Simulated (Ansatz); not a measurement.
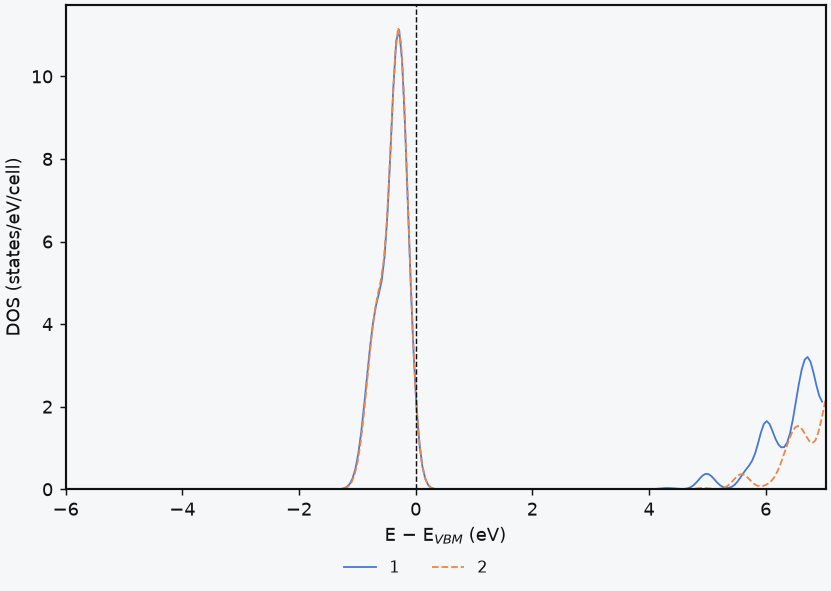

Total densities of states of RbBr, space group I4/mmm (No. 139), 2 atoms in the cell, rocksalt type, uniaxial (x) strain −1.5%, by two methods on the same cell. The curves are built from the levels of the k mesh with Gaussians 0.3 eV wide, which also blur the band edges. Each is counted from its own valence-band top.

Which curve is which? The methods: PBE, r2SCAN.

Answer. 1 is PBE; 2 is r2SCAN. PBE gives a gap of 4.32 eV and r2SCAN gives a gap of 4.92 eV.

Settings. PBE: DFT, PBE, plane waves, PAW, no spin polarisation, 6×6×6 k mesh, 420 eV cutoff (Ansatz 0.2.0). r2SCAN: DFT, r2SCAN, plane waves, PAW, no spin polarisation, 6×6×6 k mesh, 500 eV cutoff (Ansatz).
